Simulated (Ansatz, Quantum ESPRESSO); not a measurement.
# Thickness dependence of 1T-SnS2, part 4 of 8

Aim: screening, gap and ionisation potential of 1T-SnS2 against the number of layers.

Quantum ESPRESSO 7.5; plane-wave DFT, PBEsol, GBRV ultrasoft pseudopotentials; geometry by Ansatz 0.2.0 with PAW datasets.

So far. Step 6 (Potential by pp.x, 1 layer): The slope in the vacuum is 0.100 eV/Å for an applied 0.10 V/Å, as it should be. Step 7 (Bands along a path, 1 layer: no field): Along this path the valence top lies between Γ and M and the conduction bottom at M.

## Step 9: Geometry from Ansatz, 2 layers

Level of this step: plane-wave DFT, PBE-D3(BJ), Ansatz PAW (Ansatz 0.2.0).

System of this step: 1T-SnS2, 2 layers, AA stacking. The cell holds 6 atoms: 4 S and 2 Sn. Cell: a = 3.700 Å, b = 3.700 Å, c = 23.930 Å, α = 90.0°, β = 90.0°, γ = 120.0°. It derives from SnS2. Vacuum lies along c.

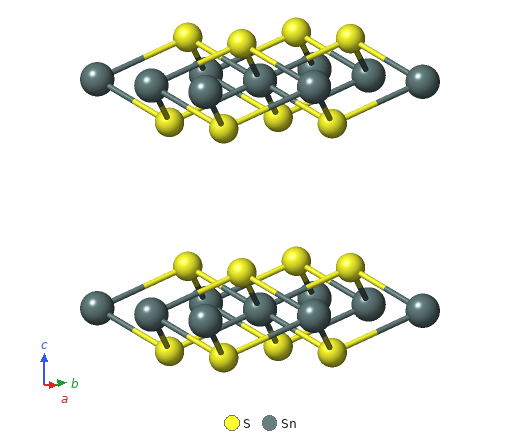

The cell of this step (sulfur yellow, tin teal). 2×2×1 cells are drawn. Some periodic images of atoms are drawn too.

The input, input.yaml:

```yaml
crystal:
  lattice:
    - [3.7, 0.0, 0.0]
    - [-1.85, 3.204293994, 0.0]
    - [0.0, 0.0, 23.9303336853]
  atoms:
    - { symbol: S, position: [0.6666666667, 0.3333333333, 0.3551977215] }
    - { symbol: Sn, position: [0.0, 0.0, 0.3931237878] }
    - { symbol: S, position: [0.3333333333, 0.6666666667, 0.4310498541] }
    - { symbol: S, position: [0.6666666667, 0.3333333333, 0.5689501459] }
    - { symbol: Sn, position: [0.0, 0.0, 0.6068762122] }
    - { symbol: S, position: [0.3333333333, 0.6666666667, 0.6448022785] }
kpoints:
  mp_grid: { grid: [12, 12, 1] }
hamiltonian:
  xc: pbe
  dispersion: d3bj
scf:
  occupations: { method: fermi_dirac, width: 0.05 }
  convergence: { dr2_threshold: 1.0e-08 }
efield:
  axis: 3
  dipole_correction: true
  ramp_position: 0.97
  ramp_width: 0.04
relax:
  f_tol: 0.01
  cell: { fix: [c, alpha, beta] }
output:
  write_potential: true
  write_density: true
  volumetric_format: npy
```

On the command line:

```
$ ansatz run input.yaml --threads 4 --pin off --max-ram 8192MiB --backend cpu --events-out ev --progress --plain --runs-dir out
```

Numbers of over 12 decimals in the logs are rounded to 6 here.

What it wrote:

```text
[...]
Crystal: 6 atoms, lattice volume = 283.715 Å³
Basis set: ecut = 420 eV, 5575 PW (Γ), exchange–correlation on 50×50×320 points (8 copies of the dense FFT grid, shifted against one another)
Bands: 32, of which v1, the nominal top of the filled ones, is band 26 counted from 1 (25 counted from 0)
Symmetry: 6 space group operations
k-points: 19 of 144 (time reversal used)
[...]
SCF iter   1: F=—  HF=-15653.522076 eV  |F-HF|=—  |Δ(HF+E_count)|=         —  Δρ=2.84e-3  dr2=3.54e-2  ethr=1.77e-3  p=0.000 e·Å  D=6.54e-5 V/Å  ΔV_dip=-0.00 eV  dr2_dipole=2.05e-9  V_vac-E_F(+/−)=5.17/5.17 eV  ⟨swp⟩=12.9  Hψ=4258  notcnv=0
[...]
SCF iter   9: F=-15653.507449 eV  HF=-15653.507449 eV  |F-HF|=1.98e-9  |Δ(HF+E_count)|=  3.15e-10  Δρ=5.11e-7  dr2=2.45e-9  ethr=1.92e-11  p=-0.000 e·Å  D=-4.72e-6 V/Å  ΔV_dip=0.00 eV  dr2_dipole=7.92e-10  V_vac-E_F(+/−)=5.03/5.03 eV  ⟨swp⟩=10.0  Hψ=4258  notcnv=0
SCF 1 converged in 9 iterations: F = -15653.507449 eV  dr2 = 2.45e-9
[...]
relax step   1: F+E_penalty+E_count = -15653.50744939 eV  Δ(F+E_penalty+E_count) = +0.000e0 eV  max|allowed force component| = 6.170e0 eV/Å  Δτ_max = 0.0000 Å  P = +17.830 GPa  Ω = 283.715 Å³  fix = [c, alpha, beta]  reactions: c +12.297 GPa  (9 SCF iters, accepted)
Crystal: 6 atoms, lattice volume = 297.901 Å³
Basis set: ecut = 420 eV, 5851 PW (Γ), exchange–correlation on 50×50×320 points (8 copies of the dense FFT grid, shifted against one another)
[...]
SCF iter  10: F=-15658.268815 eV  HF=-15658.268815 eV  |F-HF|=1.01e-9  |Δ(HF+E_count)|=   7.37e-9  Δρ=5.24e-7  dr2=1.86e-9  ethr=1.92e-11  p=-0.000 e·Å  D=-3.04e-6 V/Å  ΔV_dip=0.00 eV  dr2_dipole=5.60e-10  V_vac-E_F(+/−)=5.60/5.60 eV  ⟨swp⟩=8.2  Hψ=4319  notcnv=0
SCF 2 converged in 10 iterations: F = -15658.268815 eV  dr2 = 1.86e-9
[...]
relax step   2: F+E_penalty+E_count = -15658.26881491 eV  Δ(F+E_penalty+E_count) = -4.761e0 eV  max|allowed force component| = 3.218e0 eV/Å  Δτ_max = 0.1985 Å  P = +6.659 GPa  Ω = 297.901 Å³  energy of the carried Pulay correction = -3.808e-3 eV  fix = [c, alpha, beta]  reactions: c +7.609 GPa  (10 SCF iters, accepted)
Crystal: 6 atoms, lattice volume = 294.914 Å³
Basis set: ecut = 420 eV, 5791 PW (Γ), exchange–correlation on 50×50×320 points (8 copies of the dense FFT grid, shifted against one another)
[...]
SCF iter  10: F=-15660.009847 eV  HF=-15660.009847 eV  |F-HF|=6.08e-9  |Δ(HF+E_count)|=   4.31e-9  Δρ=8.04e-7  dr2=6.13e-9  ethr=1.92e-11  p=0.000 e·Å  D=6.63e-6 V/Å  ΔV_dip=-0.00 eV  dr2_dipole=2.51e-9  V_vac-E_F(+/−)=5.70/5.70 eV  ⟨swp⟩=9.1  Hψ=4511  notcnv=0
SCF 3 converged in 10 iterations: F = -15660.009847 eV  dr2 = 6.13e-9
[...]
relax step   3: F+E_penalty+E_count = -15660.00984669 eV  Δ(F+E_penalty+E_count) = -1.741e0 eV  max|allowed force component| = 1.478e0 eV/Å  Δτ_max = 0.1945 Å  P = +2.248 GPa  Ω = 294.914 Å³  energy of the carried Pulay correction = -3.022e-3 eV  fix = [c, alpha, beta]  reactions: c +4.411 GPa  (10 SCF iters, accepted)
[...]
relax step   4: F+E_penalty+E_count = -15660.45787832 eV  Δ(F+E_penalty+E_count) = -4.480e-1 eV  max|allowed force component| = 1.244e-1 eV/Å  Δτ_max = 0.1945 Å  P = +0.284 GPa  Ω = 285.080 Å³  energy of the carried Pulay correction = -3.747e-4 eV  fix = [c, alpha, beta]  reactions: c +1.038 GPa  (10 SCF iters, accepted)
[...]
relax step   5: F+E_penalty+E_count = -15660.54027476 eV  Δ(F+E_penalty+E_count) = -8.240e-2 eV  max|allowed force component| = 1.019e-1 eV/Å  Δτ_max = 0.1951 Å  P = -0.161 GPa  Ω = 282.490 Å³  energy of the carried Pulay correction = +3.379e-4 eV  fix = [c, alpha, beta]  reactions: c +0.200 GPa  (10 SCF iters, accepted)
[...]
relax step   6: F+E_penalty+E_count = -15660.55693457 eV  Δ(F+E_penalty+E_count) = -1.666e-2 eV  max|allowed force component| = 6.750e-2 eV/Å  Δτ_max = 0.1001 Å  P = -0.100 GPa  Ω = 279.791 Å³  energy of the carried Pulay correction = +1.087e-3 eV  fix = [c, alpha, beta]  reactions: c -0.027 GPa  (9 SCF iters, accepted)
[...]
relax step   7: F+E_penalty+E_count = -15660.55920280 eV  Δ(F+E_penalty+E_count) = -2.268e-3 eV  max|allowed force component| = 8.492e-3 eV/Å  Δτ_max = 0.0363 Å  P = +0.019 GPa  Ω = 278.973 Å³  energy of the carried Pulay correction = +1.316e-3 eV  fix = [c, alpha, beta]  reactions: c +0.056 GPa  (9 SCF iters, accepted)
[...]
relax step   8: F+E_penalty+E_count = -15660.55937648 eV  Δ(F+E_penalty+E_count) = -1.737e-4 eV  max|allowed force component| = 5.095e-3 eV/Å  Δτ_max = 0.0114 Å  P = +0.020 GPa  Ω = 278.744 Å³  energy of the carried Pulay correction = +1.380e-3 eV  fix = [c, alpha, beta]  reactions: c +0.027 GPa  (8 SCF iters, accepted)
[...]
SCF iter   4: F=-15660.558786 eV  HF=-15660.558786 eV  |F-HF|=7.93e-9  |Δ(HF+E_count)|=   4.96e-9  Δρ=9.27e-7  dr2=6.42e-9  ethr=1.92e-11  p=0.000 e·Å  D=6.11e-6 V/Å  ΔV_dip=-0.00 eV  dr2_dipole=2.38e-9  V_vac-E_F(+/−)=5.94/5.94 eV  ⟨swp⟩=7.7  Hψ=4040  notcnv=0
SCF 9 converged in 4 iterations: F = -15660.558786 eV  dr2 = 6.42e-9
relax step   9: F+E_penalty+E_count = -15660.55878597 eV  Δ(F+E_penalty+E_count) = +5.905e-4 eV  max|allowed force component| = 5.179e-3 eV/Å  Δτ_max = 0.0000 Å  P = -0.005 GPa  Ω = 278.744 Å³  fix = [c, alpha, beta]  reactions: c +0.004 GPa  stress off target by 8.89e-3 GPa on what of the cell is left free  SCF on the basis re-selected at this cell (its energy is not comparable with the rows above)  (4 SCF iters)
basis re-selected at this cell: Δ(F+E_penalty+E_count) = +5.905e-4 eV, ΔP = -0.025 GPa vs the last step (what re-selecting the basis moved, of the pressure what is left beyond the Pulay correction that the steps carried, after the strain that the cell walked since its last selection, with what the two solves' SCF thresholds leave and, on support functions, any second-order correction that the steps lacked; it is no m [...]
[...]
SCF converged after 4 iterations
Free energy (F): -15660.558786 eV
[...]
Internal energy: -15660.558786 eV  (E = F + TS)
E sigma→0 (E₀):  -15660.558786 eV
Entropy (-TS):   -0.000000 eV (-0.000 meV/atom)
Fermi energy:    0.462921 eV
Dipole field:    D = -0.000050 V/Å  (p = -0.000076 e·Å, saw-weighted, corrected)
Work function:   Φ+ = 5.9365 eV   Φ− = 5.9353 eV
[...]
--- Forces (eV/Å), atoms counted from 1 ---
  atom   1  S      0.00000000     0.00000000     0.00045160
  atom   2  Sn     0.00000000    -0.00000000    -0.00517649
  atom   3  S      0.00000000    -0.00000000     0.00267236
  atom   4  S      0.00000000     0.00000000    -0.00259864
  atom   5  Sn     0.00000000     0.00000000     0.00503913
  atom   6  S      0.00000000    -0.00000000    -0.00037343
  max |Σ_I F_I| component: 1.45e-5 eV/Å
--- Stress (GPa, compression-positive) ---
       -0.008891       0.000000       0.000000
        0.000000      -0.008891      -0.000000
        0.000000      -0.000000       0.003551
  P = ⅓ Tr σ = -0.0047 GPa (-0.047 kbar)
--- Band table (eV; the first three rows and the last of 19) ---
  k-point 0: bands = [... 22 lower, -0.5268, -0.5268, -0.4517, -0.4517, 1.8461, 2.4962, 3.4447, 3.4810, ... 2 higher]
  k-point 1: bands = [... 22 lower, -0.7592, -0.5659, -0.4661, -0.3767, 2.2198, 2.6176, 3.8355, 3.8841, ... 2 higher]
  k-point 2: bands = [... 22 lower, -1.2961, -0.5310, -0.4661, -0.3415, 2.4637, 2.6585, 4.2569, 4.4688, ... 2 higher]
  k-point 18: bands = [... 22 lower, -1.3371, -1.3371, -0.7505, -0.7505, 1.9811, 2.5402, 5.4130, 5.4130, ... 2 higher]
--- Relaxed structure (8 steps of the walk, 8 accepted, 1 SCFs on fresh bases) ---
[...]
cell:  # Å, volume = 278.7436 Å³
    - [3.667438, 0, 0]
    - [-1.833719, 3.176095, 0]
    - [0, 0, 23.9303336853]
  atoms:
    - { symbol: S, position: [0.666667, 0.333333, 0.316646] }
    - { symbol: Sn, position: [0, 0, 0.378600] }
    - { symbol: S, position: [0.333333, 0.666667, 0.440435] }
    - { symbol: S, position: [0.666667, 0.333333, 0.559565] }
    - { symbol: Sn, position: [0, 0, 0.621400] }
    - { symbol: S, position: [0.333333, 0.666667, 0.683354] }
```

The job ended after 45 s (4 threads of Arm Neoverse V1, shared host; peak memory 0.73 GiB; 2.9 min of CPU time).

Relaxation path:

```tsv
step	energy less that of the first step (eV)	largest force component (eV/Å)	pressure (GPa)	volume (Å³)
1	0.0000	6.1696	17.83	283.72
2	-4.7614	3.2176	6.66	297.90
3	-6.5024	1.4776	2.25	294.91
4	-6.9504	0.1244	0.28	285.08
5	-7.0328	0.1019	-0.16	282.49
6	-7.0495	0.0675	-0.10	279.79
7	-7.0518	0.0085	0.02	278.97
8	-7.0519	0.0051	0.02	278.74
9*	-7.0513	0.0052	0.00	278.74
```

Relaxation steps marked * repeat the geometry before them on a plane-wave basis chosen anew for their cell, so energy and pressure can jump there.

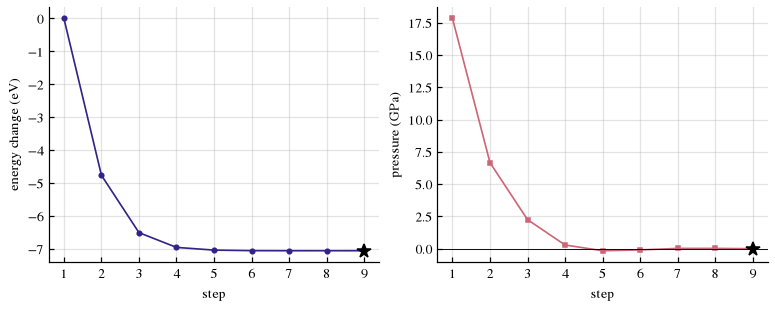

Energy and pressure along the relaxation. Stars mark steps on a basis chosen anew.

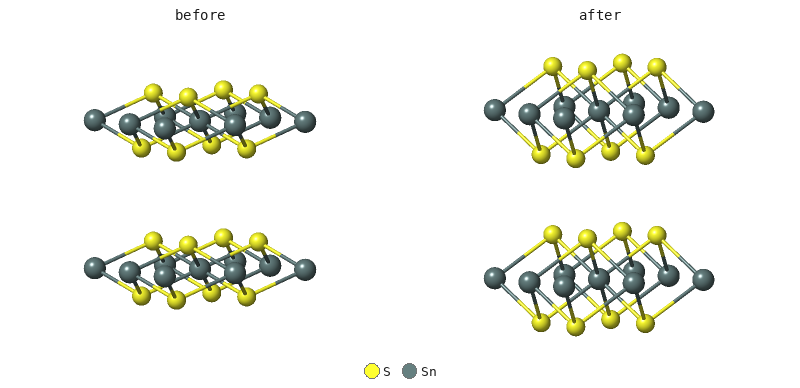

The structure before and after the relaxation, drawn at the same scale.

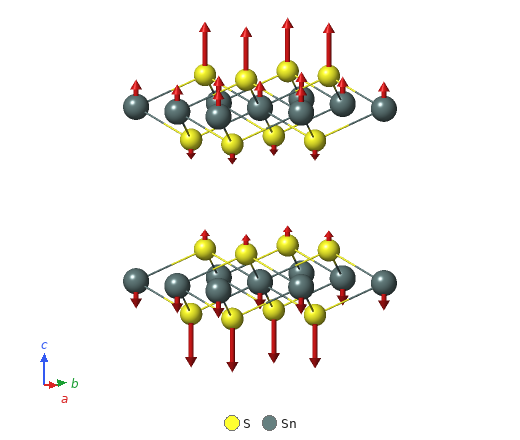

Displacements in the relaxation, exaggerated, measured against the changing cell; the longest in the cell stands for 0.92 Å. 2×2×1 cells are drawn. Some periodic images of atoms are drawn too.

```tsv
cell as run	before	after	change
a (Å)	3.700	3.667	-0.9 %
b (Å)	3.700	3.667	-0.9 %
```

The atoms that moved most (Å, along periodic axes as changes of fractional coordinates times the final cell, across vacuum about the mean position):

```tsv
atom	dx	dy	dz	length
S1	0.000	0.000	-0.923	0.923
S6	0.000	0.000	0.923	0.923
Sn5	0.000	0.000	0.348	0.348
Sn2	0.000	0.000	-0.348	0.348
S4	0.000	0.000	-0.225	0.225
S3	0.000	0.000	0.225	0.225
```

The relaxed structure:

```xyz
6
Lattice="3.6674 0.0000 0.0000 -1.8337 3.1761 0.0000 0.0000 0.0000 23.9303" Properties=species:S:1:pos:R:3
S     1.8337    1.0587    7.5774
Sn    0.0000    0.0000    9.0600
S     0.0000    2.1174   10.5398
S     1.8337    1.0587   13.3906
Sn    0.0000    0.0000   14.8703
S     0.0000    2.1174   16.3529
```

This step gave:

```
free energy                                                      : -15660.5588 eV
Fermi energy                                                     : 0.4629 eV
gap by band count                                                : 1.518 eV
dipole along the normal                                          : -7.63e-5 e·Å
vacuum level at the upper face over a Fermi level inside the gap : 5.936 eV
vacuum level at the lower face over a Fermi level inside the gap : 5.935 eV
```

## Step 10: Ground state, 2 layers: no field

Level of this step: plane-wave DFT, PBEsol, GBRV ultrasoft pseudopotentials (Quantum ESPRESSO 7.5).

The input, n2.f0.in:

```
&control
  prefix = 'n2.f0'
  outdir = './out'
  pseudo_dir = './pseudo'
  calculation = 'scf'
  tprnfor = .true.
  tefield = .true.
  dipfield = .true.
/
&system
  ibrav = 0
  nat = 6
  ntyp = 2
  ecutwfc = 40
  ecutrho = 200
  occupations = 'smearing'
  smearing = 'fd'
  degauss = 0.004
  edir = 3
  emaxpos = 0.97
  eopreg = 0.04
  eamp = 0.0
  nbnd = 30
/
&electrons
  conv_thr = 1e-09
  mixing_beta = 0.4
  electron_maxstep = 120
  mixing_mode = 'plain'
/
ATOMIC_SPECIES
  S   32.0600  s_pbesol_v1.4.uspp.F.UPF
  Sn  118.7100  sn_pbesol_v1.4.uspp.F.UPF
CELL_PARAMETERS angstrom
  3.66743814286107 0.00000000000000 -0.00000000000000
  -1.83371907143054 3.17609459852571 -0.00000000000000
  -0.00000000000000 -0.00000000000000 23.93033368530000
ATOMIC_POSITIONS crystal
  S   0.666666666667 0.333333333333 0.316645672897
  Sn  0.000000000000 0.000000000000 0.378600304442
  S   0.333333333333 0.666666666667 0.440435154851
  S   0.666666666667 0.333333333333 0.559564817876
  Sn  0.000000000000 0.000000000000 0.621399754467
  S   0.333333333333 0.666666666667 0.683354295467
K_POINTS automatic
  12 12 1 0 0 0
```

On the command line:

```
$ OMP_NUM_THREADS=1 mpirun -n 4 pw.x -nk 4 -in n2.f0.in > n2.f0.out
```

What it wrote:

```text
[banner, memory and clock lines left out]
Program PWSCF v.7.5 starts
[...]
number of electrons       =        52.00
     number of Kohn-Sham states=           30
     kinetic-energy cutoff     =      40.0000  Ry
     charge density cutoff     =     200.0000  Ry
[...]
number of k points=    74  Fermi-Dirac smearing, width (Ry)=  0.0040
[...]
Dense  grid:    89939 G-vectors     FFT dimensions: (  32,  32, 216)
[...]
negative rho (up, down):  1.960E-04 0.000E+00
[...]
Starting wfcs are   34 randomized atomic wfcs
[...]
negative rho (up, down):  2.389E-06 0.000E+00
[...]
estimated scf accuracy    <       1.05900216 Ry
[...]
negative rho (up, down):  2.180E-07 0.000E+00
[...]
estimated scf accuracy    <       0.14196245 Ry
[...]
negative rho (up, down):  6.101E-07 0.000E+00
[...]
estimated scf accuracy    <       0.01930380 Ry
[...]
negative rho (up, down):  1.592E-06 0.000E+00
[...]
estimated scf accuracy    <       0.01038764 Ry
[...]
negative rho (up, down):  2.438E-05 0.000E+00
[...]
estimated scf accuracy    <       0.00385479 Ry
[...]
negative rho (up, down):  3.456E-05 0.000E+00
[...]
estimated scf accuracy    <       0.00387891 Ry
[...]
negative rho (up, down):  3.944E-05 0.000E+00
[...]
estimated scf accuracy    <       0.00021594 Ry
[...]
negative rho (up, down):  4.454E-05 0.000E+00
[...]
estimated scf accuracy    <       0.00010383 Ry
[...]
negative rho (up, down):  4.627E-05 0.000E+00
[...]
estimated scf accuracy    <       0.00008209 Ry
[...]
negative rho (up, down):  4.718E-05 0.000E+00
[...]
estimated scf accuracy    <       0.00001625 Ry
[...]
negative rho (up, down):  4.783E-05 0.000E+00
[...]
estimated scf accuracy    <       0.00000422 Ry
[...]
negative rho (up, down):  4.812E-05 0.000E+00
[...]
estimated scf accuracy    <       0.00000082 Ry
[...]
negative rho (up, down):  4.833E-05 0.000E+00
[...]
estimated scf accuracy    <       0.00000011 Ry
[...]
negative rho (up, down):  4.847E-05 0.000E+00
[...]
estimated scf accuracy    <       0.00000009 Ry
[...]
negative rho (up, down):  4.856E-05 0.000E+00
[...]
Total length         43.4129 bohr
[...]
estimated scf accuracy    <       0.00000003 Ry
[...]
negative rho (up, down):  4.866E-05 0.000E+00
[...]
Computed dipole along edir(3) :
        Dipole               -0.0000 Ry au,         -0.0001 Debye
        Dipole field         -0.0000 Ry au,
        Potential amp.        0.0000 Ry
        Total length         43.4129 bohr
[...]
the Fermi energy is     0.4034 ev
!    total energy              =    -414.04294635 Ry
     estimated scf accuracy    <          8.4E-10 Ry
     smearing contrib. (-TS)   =      -0.00000003 Ry
     internal energy E=F+TS    =    -414.04294631 Ry
[...]
one-electron contribution =   -2024.43177251 Ry
     hartree contribution      =    1029.38357380 Ry
     xc contribution           =    -118.62776700 Ry
     ewald contribution        =     699.63301941 Ry
     electric field correction =       0.00000000 Ry
     convergence has been achieved in  16 iterations
     negative rho (up, down):  4.866E-05 0.000E+00
[...]
Total force =     0.012731     Total SCF correction =     0.000097
[...]
```

Wall time 3 min (4 MPI ranks); peak memory 0.86 GiB; 12 min of CPU time.

Read from the output:

| Quantity | Value |
| --- | --- |
| free energy | -5633.3413 eV |
| Fermi energy | 0.4034 eV |
| dipole along the normal | -2.08e-5 e·Å |
| valence top, on the run's zero | -0.3595 eV |
| conduction bottom, on the run's zero | 1.067 eV |
| gap by band count | 1.427 eV |

## Step 11: Potential by pp.x, 2 layers

The input, n2.f0.pot.in:

```
&inputpp
  prefix = 'n2.f0'
  outdir = './out'
  filplot = 'n2.f0.pot.dat'
  plot_num = 11
/
```

On the command line:

```
$ OMP_NUM_THREADS=1 mpirun -n 4 pp.x -in n2.f0.pot.in > n2.f0.pot.out
```

Wall time 1.1 s (4 MPI ranks); peak memory 0.11 GiB.

Numbers from this step:

```
slope of the potential above                                          : 2.79e-5 eV/Å
upper vacuum line continued to the top atoms, over the valence top    : 6.734 eV
slope of the potential below                                          : -1.88e-5 eV/Å
lower vacuum line continued to the bottom atoms, over the valence top : 6.734 eV
vacuum level at the upper face over the valence top of the mesh       : 6.734 eV
vacuum level at the lower face over the valence top of the mesh       : 6.734 eV
```

## Step 12: Ground state, 2 layers: field 0.1 V/Å

n2.f1.in is the input of step 10 with these lines changed:

```diff
@@ -1,3 +1,3 @@
 &control
-  prefix = 'n2.f0'
+  prefix = 'n2.f1'
   outdir = './out'
@@ -21,3 +21,3 @@
   eopreg = 0.04
-  eamp = 0.0
+  eamp = 0.00194469
   nbnd = 30
@@ -29,2 +29,3 @@
   mixing_mode = 'plain'
+  startingpot = 'file'
 /
```

On the command line:

```
$ cp -r out/n2.f0.save out/n2.f1.save
$ OMP_NUM_THREADS=1 mpirun -n 4 pw.x -nk 4 -in n2.f1.in > n2.f1.out
```

What it wrote:

```text
[banner, memory and clock lines left out]
Program PWSCF v.7.5 starts
[...]
number of electrons       =        52.00
     number of Kohn-Sham states=           30
     kinetic-energy cutoff     =      40.0000  Ry
     charge density cutoff     =     200.0000  Ry
[...]
number of k points=    74  Fermi-Dirac smearing, width (Ry)=  0.0040
[...]
Dense  grid:    89939 G-vectors     FFT dimensions: (  32,  32, 216)
[...]
The initial density is read from file :
[...]
negative rho (up, down):  4.866E-05 0.000E+00
[...]
Starting wfcs are   34 randomized atomic wfcs
[...]
negative rho (up, down):  4.856E-05 0.000E+00
[...]
estimated scf accuracy    <       0.01688162 Ry
[...]
negative rho (up, down):  4.849E-05 0.000E+00
[...]
estimated scf accuracy    <       0.14934481 Ry
[...]
negative rho (up, down):  4.842E-05 0.000E+00
[...]
estimated scf accuracy    <       0.00010557 Ry
[...]
negative rho (up, down):  4.852E-05 0.000E+00
[...]
estimated scf accuracy    <       0.00004835 Ry
[...]
negative rho (up, down):  4.856E-05 0.000E+00
[...]
estimated scf accuracy    <       0.00000151 Ry
[...]
negative rho (up, down):  4.860E-05 0.000E+00
[...]
estimated scf accuracy    <       0.00000238 Ry
[...]
negative rho (up, down):  4.862E-05 0.000E+00
[...]
estimated scf accuracy    <       0.00000122 Ry
[...]
negative rho (up, down):  4.863E-05 0.000E+00
[...]
estimated scf accuracy    <       0.00000032 Ry
[...]
negative rho (up, down):  4.863E-05 0.000E+00
[...]
estimated scf accuracy    <          3.0E-09 Ry
[...]
negative rho (up, down):  4.863E-05 0.000E+00
[...]
estimated scf accuracy    <          3.3E-09 Ry
[...]
negative rho (up, down):  4.863E-05 0.000E+00
[...]
estimated scf accuracy    <          1.2E-09 Ry
[...]
negative rho (up, down):  4.863E-05 0.000E+00
[...]
Computed dipole along edir(3) :
        Dipole                0.1191 Ry au,          0.3028 Debye
        Dipole field          0.0008 Ry au,
        E field amplitude [Ha a.u.]:  1.9447E-03
        Potential amp.        0.0998 Ry
        Total length         43.4129 bohr
[...]
the Fermi energy is     0.4169 ev
!    total energy              =    -414.04317778 Ry
     estimated scf accuracy    <          2.5E-10 Ry
     smearing contrib. (-TS)   =      -0.00000004 Ry
     internal energy E=F+TS    =    -414.04317774 Ry
[...]
one-electron contribution =   -2024.43030363 Ry
     hartree contribution      =    1029.38220101 Ry
     xc contribution           =    -118.62772604 Ry
     ewald contribution        =     699.63301941 Ry
     electric field correction =      -0.00036849 Ry
     convergence has been achieved in  12 iterations
     negative rho (up, down):  4.863E-05 0.000E+00
[...]
Total force =     0.012911     Total SCF correction =     0.000090
[...]
```

Wall time 2.9 min (4 MPI ranks); peak memory 0.94 GiB.

This step gave:

```
free energy                          : -5633.3444 eV
Fermi energy                         : 0.4169 eV
dipole along the normal              : 0.06304 e·Å
valence top, on the run's zero       : -0.3329 eV
conduction bottom, on the run's zero : 1.071 eV
gap by band count                    : 1.404 eV
```

## Step 13: Potential by pp.x, 2 layers

The input, n2.f1.pot.in:

```
&inputpp
  prefix = 'n2.f1'
  outdir = './out'
  filplot = 'n2.f1.pot.dat'
  plot_num = 11
/
```

On the command line:

```
$ OMP_NUM_THREADS=1 mpirun -n 4 pp.x -in n2.f1.pot.in > n2.f1.pot.out
```

Run time: 1.1 s. Hardware: 4 MPI ranks; peak memory 0.11 GiB.

Read from the output:

| Property | Result |
| --- | --- |
| slope of the potential above | 0.1000 eV/Å |
| upper vacuum line continued to the top atoms, over the valence top | 6.671 eV |
| slope of the potential below | 0.09998 eV/Å |
| lower vacuum line continued to the bottom atoms, over the valence top | 6.773 eV |

The slope in the vacuum is 0.100 eV/Å for an applied 0.10 V/Å, as it should be.

[end of part 4 of 8]

[Logs are printed without paths, hosts, clocks, repeated set-up lines and the standing remarks that a program may print on its own settings, such as how far it seeks lower states.]

[Hosts, paths, dates, database ids (printed as entryN), source tags and the programs' standing remarks are cut or masked in the printed files.]

[Maps of the electrostatic potential energy from Ansatz leave out the sawtooth potential of an applied field or a dipole correction, so their vacuum need not be flat; planar profiles and work functions include it.]
